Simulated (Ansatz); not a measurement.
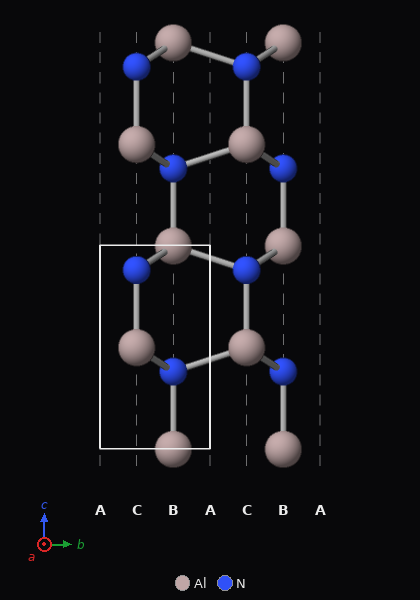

Projection along an edge of the hexagonal mesh, stacking direction c upwards. The dashed lines mark the three columns A (0, 0), B (1/3, 2/3) and C (2/3, 1/3). The sequence starts with the first layer at or above the cell's origin.

System AlN; source of the atomic positions: the end point of a relaxation with Ansatz 0.2.0, DFT, PBEsol, plane waves, PAW; the starting structure was generated, so it need not be a known form of this composition.

Q: List the layers of one repeat.

A: Al(B) – N(B) – Al(C) – N(C) (four layers in 4.98 Å).

Q: How are the N layers alone stacked?

A: N layers alone: BC, the hexagonal close-packed type.

Q: Which positions between or in the N layers do the other atoms fill?

A: Al: two tetrahedral sites in each hexagonal cell.

Q: What short polytype symbol fits?

A: Polytype symbol 2H, the symbol of a tetrahedral polytype (number of double layers in the repeat and lattice).

Heights of the layers:

```tsv
layer	atoms (column)	height (Å)	to next (Å)
1	Al(B)	0.00	1.89
2	N(B)	1.89	0.59
3	Al(C)	2.47	1.90
4	N(C)	4.38	0.61
```
